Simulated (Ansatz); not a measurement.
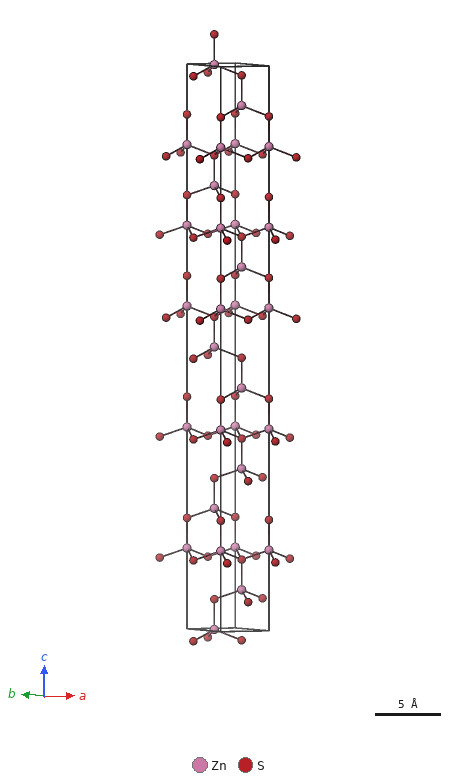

*The structure (ball-and-stick view of the cell of the calculation, seen at an oblique angle; bonded neighbours outside the cell are drawn too).*

Near neighbours in the crystal (not all of them lie inside the picture): Zn has 4 S at 2.33 to 2.34 Å; S has 4 Zn at 2.33 to 2.34 Å.

**Run report: ZnS, field-gradient calculation (part 1 of 2)**

ZnS (P3m1, 28 atoms in the cell), computed with DFT, r2SCAN, plane-wave PAW, default files, scalar-relativistic, no spin polarisation (Ansatz 0.2.0).

The structure derives from a Materials Project entry. It belongs to a series of runs on one base structure; here: functional r2SCAN.

Output:
```
Engine: ansatz 0.2.0, x86_64-unknown-linux-gnu
Pseudopotentials: kind: paw
Pseudopotential: Zn, paw, valence charge 12, recommended cutoff 500 eV (meta_gga), Zn.paw.azcp
Pseudopotential: S, paw, valence charge 6, recommended cutoff 500 eV (meta_gga), S.paw.azcp
Functional definition: r2SCAN
  parameter k0 = 0.174
  parameter k1 = 0.065
  parameter a1 = 4.9479
  exchange = r2scan_x(k0 = k0, k1 = k1, a1 = a1)
  correlation = r2scan_c
Crystal: 28 atoms, lattice volume = 547.941 Å³
Basis set: ecut = 500 eV, 13749 PW (Γ), exchange–correlation on 120×120×1280 points (64 copies of the dense FFT grid, shifted against one another)
Bands: 154, of which v1, the nominal top of the filled ones, is band 126 counted from 1 (125 counted from 0)
Symmetry: 6 space group operations
Space group: P3m1 (ITA 156), of the structure as read, at distance tolerance 8.2e-5 Å
k-points: 10 of 64 (time reversal used)
Non-local potential: Zn, projectors of the file, l = 0: 2, l = 1: 2, l = 2: 3, l = 3: 1
Non-local potential: S, projectors of the file, l = 0: 2, l = 1: 2, l = 2: 2
PAW form: soft (Blöchl's): semilocal exchange-correlation on the pseudo side does not see the compensation charge
PAW frozen core: Zn, regenerated for the run's functional (the file was generated under x = pbe(κ = 0.804, μ = 0.2195149727645171), c = pbe(β = 0.06672455060314922))
PAW frozen core: S, regenerated for the run's functional (the file was generated under x = pbe(κ = 0.804, μ = 0.2195149727645171), c = pbe(β = 0.06672455060314922))
PAW one-centre angular grid: Zn, 590 points (default); XC on 261 of its mesh's 2673 points in the sphere
PAW one-centre angular grid: S, 302 points (default); XC on 160 Gauss nodes
Initial density: superposition of atomic densities (neutral atoms: chi_scale 0, normalization atom), corrected by the library's trained network
Initial wavefunctions: pseudopotential atomic-orbital guess
Functional: x = r2scan, c = r2scan; τ floored in thin density (d = 2e-4 eV/Å³)
SCF iter   1: F=—  HF=-59268.317739 eV  |F-HF|=—  |Δ(HF+E_count)|=         —  Δρ=1.54e-2  dr2=6.54e-1  dr2_τ=9.25e-2  ethr=1.77e-3  ⟨swp⟩=7.0  Hψ=6936  notcnv=0  defer=79
preconditioner: auto → Resta (q_TF=auto, 2.397 Å⁻¹)  ε∞=5.8  [insulator: Δε(μ)=2.705 eV  Ē_g=11.460 eV  σ=0.020 eV  W_gap=1.00  n_scr=158 (ndim 8)  ℏωp=25.2 eV  f_vac=0.030  D(μ)=0.00/eV (n_scr^D=0)  ε∞_Penn≈5.8]
SCF iter   2: F=—  HF=-59268.311310 eV  |F-HF|=—  |Δ(HF+E_count)|=   6.43e-3  Δρ=2.36e-3  dr2=1.87e-2  dr2_τ=3.83e-3  ethr=2.60e-4  ⟨swp⟩=3.0  Hψ=3010  notcnv=0  defer=220
SCF iter   3: F=—  HF=-59268.288824 eV  |F-HF|=—  |Δ(HF+E_count)|=   2.25e-2  Δρ=3.27e-3  dr2=2.72e-2  dr2_τ=2.09e-4  ethr=7.44e-6  ⟨swp⟩=2.2  Hψ=2503  notcnv=0  defer=220
SCF iter   4: F=—  HF=-59268.286640 eV  |F-HF|=—  |Δ(HF+E_count)|=   2.18e-3  Δρ=6.61e-4  dr2=1.33e-3  dr2_τ=6.32e-5  ethr=7.44e-6  ⟨swp⟩=2.7  Hψ=2474  notcnv=0  defer=220
SCF iter   5: F=—  HF=-59268.286822 eV  |F-HF|=—  |Δ(HF+E_count)|=   1.82e-4  Δρ=1.58e-4  dr2=1.13e-4  dr2_τ=3.16e-6  ethr=5.27e-7  ⟨swp⟩=3.0  Hψ=2662  notcnv=0  defer=220
SCF iter   6: F=—  HF=-59268.286866 eV  |F-HF|=—  |Δ(HF+E_count)|=   4.42e-5  Δρ=5.05e-5  dr2=1.01e-5  dr2_τ=4.61e-8  ethr=4.50e-8  ⟨swp⟩=2.0  Hψ=2580  notcnv=0  defer=220
SCF iter   7: F=—  HF=-59268.286479 eV  |F-HF|=—  |Δ(HF+E_count)|=   3.87e-4  Δρ=2.91e-5  dr2=2.75e-6  dr2_τ=2.63e-8  ethr=4.00e-9  ⟨swp⟩=2.0  Hψ=2504  notcnv=0  defer=220
SCF iter   8: F=—  HF=-59268.286477 eV  |F-HF|=—  |Δ(HF+E_count)|=   1.76e-6  Δρ=7.75e-6  dr2=2.66e-7  dr2_τ=4.87e-9  ethr=1.09e-9  ⟨swp⟩=2.0  Hψ=2459  notcnv=0  defer=220
SCF iter   9: F=-59268.286477 eV  HF=-59268.286477 eV  |F-HF|=5.65e-9  |Δ(HF+E_count)|=   8.89e-8  Δρ=1.20e-6  dr2=1.28e-8  dr2_τ=3.25e-10  ethr=3.97e-11  ⟨swp⟩=14.1  Hψ=8949  notcnv=0
SCF 1 converged in 9 iterations: F = -59268.286477 eV  dr2 = 1.28e-8
  greatest PAW one-centre occupation: 0.983 electrons in one spin orbital (limit 2), on the Zn atom at site 5 (counted from 0), in its partial waves of l = 2
SCF converged after 9 iterations
Free energy (F): -59268.286477 eV
Harris-Foulkes:  -59268.286477 eV  (|F-HF|=5.65e-9)
Internal energy: -59268.286477 eV  (E = F + TS)
E sigma→0 (E₀):  -59268.286477 eV
Fermi energy:    6.991818 eV
--- Per-component energies (eV) ---
  E_band       = -16.124340
  E_kinetic    = 3325.923183
  E_local      = -28591.000861  (includes V_loc(G=0)·N_el)
  E_nonlocal   = 9052.509019
  E_hartree    = 11996.628106
  E_xc         = -3021.190224
  E_vxc        = -2075.397448  (∫ρ·V_xc dr)
  E_paw        = -34438.753601  (= ΣΔE_a)
  E_vpaw       = -5824.092595  (= ΣTr[D̂ρ^β])
  E_aug_tail   = -0.000906  (compensation charges beyond the density's cutoff)
  E_vtau       = 102.679575  (kinetic-family band-sum trace: ∫τ·v_τ [+ j·A + Jᵃ·Aᵃ] dr)
  E_ewald      = -17588.307796
  E_core_change = -4.093397  (= ΣΔE_core)
  E_smearing   = -0.000000  (= −TS)
  E_closure    = -0.000000  (closes the sum)
  Σ components = -59268.286477   (vs F -59268.286477, Δ=0.00e0)
--- Forces (eV/Å), atoms counted from 1 ---
  atom   1  Zn     0.00000000    -0.00000000    -0.00741856
  atom   2  Zn     0.00000000    -0.00000000     0.00442412
  atom   3  Zn     0.00000000     0.00000000    -0.00493920
  atom   4  Zn     0.00000000    -0.00000000    -0.00666570
  atom   5  Zn     0.00000000    -0.00000000     0.00137149
  atom   6  Zn    -0.00000000     0.00000000    -0.01005601
  atom   7  Zn    -0.00000000     0.00000000    -0.00633428
  atom   8  Zn     0.00000000     0.00000000     0.00308313
  atom   9  Zn    -0.00000000     0.00000000    -0.01450077
  atom  10  Zn     0.00000000    -0.00000000    -0.01239493
  atom  11  Zn     0.00000000    -0.00000000    -0.00554689
  atom  12  Zn     0.00000000    -0.00000000    -0.00765252
  atom  13  Zn    -0.00000000     0.00000000    -0.00206656
  atom  14  Zn    -0.00000000     0.00000000    -0.00276509
  atom  15  S      0.00000000    -0.00000000     0.00213735
  atom  16  S      0.00000000    -0.00000000     0.00710757
  atom  17  S     -0.00000000     0.00000000     0.00466374
  atom  18  S      0.00000000     0.00000000     0.00222212
  atom  19  S     -0.00000000    -0.00000000     0.00452196
  atom  20  S      0.00000000    -0.00000000     0.00827098
  atom  21  S     -0.00000000     0.00000000     0.00482655
  atom  22  S      0.00000000     0.00000000     0.00000285
  atom  23  S     -0.00000000     0.00000000     0.00653926
  atom  24  S     -0.00000000     0.00000000     0.01123001
  atom  25  S     -0.00000000     0.00000000     0.00701086
  atom  26  S      0.00000000    -0.00000000     0.00249448
  atom  27  S      0.00000000    -0.00000000     0.00003174
  atom  28  S      0.00000000     0.00000000     0.01040440
  max |Σ_I F_I| component: 2.11e-6 eV/Å
--- Stress (GPa, compression-positive) ---
        0.014161       0.000000       0.000000
        0.000000       0.014161      -0.000000
        0.000000      -0.000000      -0.025511
  P = ⅓ Tr σ = 0.0009 GPa (0.009 kbar)
--- PAW observables at the nuclei: V_zz in 10²¹ V/m², potentials from the cell's mean, atoms counted from 1 ---
  atom   1  Zn V_zz =    +0.003927   η = 0.0000   by run symmetry: allowed   C_q = +0.0116 MHz
            electrostatic potential = -3942.413252 V   contact ρ = 166448.160326 e/Å³
  atom   2  Zn V_zz =    +0.053304   η = 0.0000   by run symmetry: allowed   C_q = +0.1572 MHz
            electrostatic potential = -3942.420989 V   contact ρ = 166448.026975 e/Å³
  atom   3  Zn V_zz =    +0.019821   η = 0.0000   by run symmetry: allowed   C_q = +0.0585 MHz
            electrostatic potential = -3942.401592 V   contact ρ = 166448.160359 e/Å³
  atom   4  Zn V_zz =    +0.001854   η = 0.0000   by run symmetry: allowed   C_q = +0.0055 MHz
            electrostatic potential = -3942.408379 V   contact ρ = 166448.166482 e/Å³
  atom   5  Zn V_zz =    -0.076171   η = 0.0000   by run symmetry: allowed   C_q = -0.2247 MHz
            electrostatic potential = -3942.400792 V   contact ρ = 166448.084519 e/Å³
  atom   6  Zn V_zz =    -0.096122   η = 0.0000   by run symmetry: allowed   C_q = -0.2836 MHz
            electrostatic potential = -3942.401576 V   contact ρ = 166448.070636 e/Å³
  atom   7  Zn V_zz =    +0.030139   η = 0.0000   by run symmetry: allowed   C_q = +0.0889 MHz
            electrostatic potential = -3942.416294 V   contact ρ = 166448.027030 e/Å³
  atom   8  Zn V_zz =    +0.050498   η = 0.0000   by run symmetry: allowed   C_q = +0.1490 MHz
            electrostatic potential = -3942.418412 V   contact ρ = 166448.023621 e/Å³
  atom   9  Zn V_zz =    -0.001618   η = 0.0000   by run symmetry: allowed   C_q = -0.0048 MHz
            electrostatic potential = -3942.409022 V   contact ρ = 166448.163140 e/Å³
  atom  10  Zn V_zz =    +0.026220   η = 0.0000   by run symmetry: allowed   C_q = +0.0773 MHz
            electrostatic potential = -3942.411911 V   contact ρ = 166448.028808 e/Å³
  atom  11  Zn V_zz =    +0.017518   η = 0.0000   by run symmetry: allowed   C_q = +0.0517 MHz
            electrostatic potential = -3942.404220 V   contact ρ = 166448.162498 e/Å³
  atom  12  Zn V_zz =    -0.089708   η = 0.0000   by run symmetry: allowed   C_q = -0.2646 MHz
            electrostatic potential = -3942.404057 V   contact ρ = 166448.071188 e/Å³
  atom  13  Zn V_zz =    -0.083017   η = 0.0000   by run symmetry: allowed   C_q = -0.2449 MHz
            electrostatic potential = -3942.404774 V   contact ρ = 166448.082601 e/Å³
  atom  14  Zn V_zz =    +0.008610   η = 0.0000   by run symmetry: allowed   C_q = +0.0254 MHz
            electrostatic potential = -3942.404058 V   contact ρ = 166448.175857 e/Å³
  atom  15  S  V_zz =    +0.060072   η = 0.0000   by run symmetry: allowed   C_q = -0.1008 MHz
            electrostatic potential = -1632.648499 V   contact ρ = 19734.950134 e/Å³
  atom  16  S  V_zz =    +0.065335   η = 0.0000   by run symmetry: allowed   C_q = -0.1096 MHz
            electrostatic potential = -1632.649613 V   contact ρ = 19734.945101 e/Å³
  atom  17  S  V_zz =    +0.075601   η = 0.0000   by run symmetry: allowed   C_q = -0.1269 MHz
            electrostatic potential = -1632.655037 V   contact ρ = 19734.955811 e/Å³
  atom  18  S  V_zz =    +0.123288   η = 0.0000   by run symmetry: allowed   C_q = -0.2069 MHz
            electrostatic potential = -1632.652025 V   contact ρ = 19734.936004 e/Å³
  atom  19  S  V_zz =    +0.076059   η = 0.0000   by run symmetry: allowed   C_q = -0.1276 MHz
            electrostatic potential = -1632.655674 V   contact ρ = 19734.948734 e/Å³
  atom  20  S  V_zz =    +0.237268   η = 0.0000   by run symmetry: allowed   C_q = -0.3982 MHz
            electrostatic potential = -1632.670459 V   contact ρ = 19734.940781 e/Å³
  atom  21  S  V_zz =    +0.103701   η = 0.0000   by run symmetry: allowed   C_q = -0.1740 MHz
            electrostatic potential = -1632.647165 V   contact ρ = 19734.920052 e/Å³
  atom  22  S  V_zz =    +0.061612   η = 0.0000   by run symmetry: allowed   C_q = -0.1034 MHz
            electrostatic potential = -1632.650972 V   contact ρ = 19734.950614 e/Å³
  atom  23  S  V_zz =    +0.236627   η = 0.0000   by run symmetry: allowed   C_q = -0.3971 MHz
            electrostatic potential = -1632.665480 V   contact ρ = 19734.938152 e/Å³
  atom  24  S  V_zz =    +0.245003   η = 0.0000   by run symmetry: allowed   C_q = -0.4111 MHz
            electrostatic potential = -1632.669299 V   contact ρ = 19734.943612 e/Å³
  atom  25  S  V_zz =    +0.232289   η = 0.0000   by run symmetry: allowed   C_q = -0.3898 MHz
            electrostatic potential = -1632.673043 V   contact ρ = 19734.939894 e/Å³
  atom  26  S  V_zz =    +0.125954   η = 0.0000   by run symmetry: allowed   C_q = -0.2114 MHz
            electrostatic potential = -1632.649694 V   contact ρ = 19734.937323 e/Å³
  atom  27  S  V_zz =    +0.108706   η = 0.0000   by run symmetry: allowed   C_q = -0.1824 MHz
            electrostatic potential = -1632.652108 V   contact ρ = 19734.928980 e/Å³
  atom  28  S  V_zz =    +0.083102   η = 0.0000   by run symmetry: allowed   C_q = -0.1395 MHz
            electrostatic potential = -1632.659379 V   contact ρ = 19734.952979 e/Å³
--- Band table (eV; the first three rows and the last of 10) ---
```
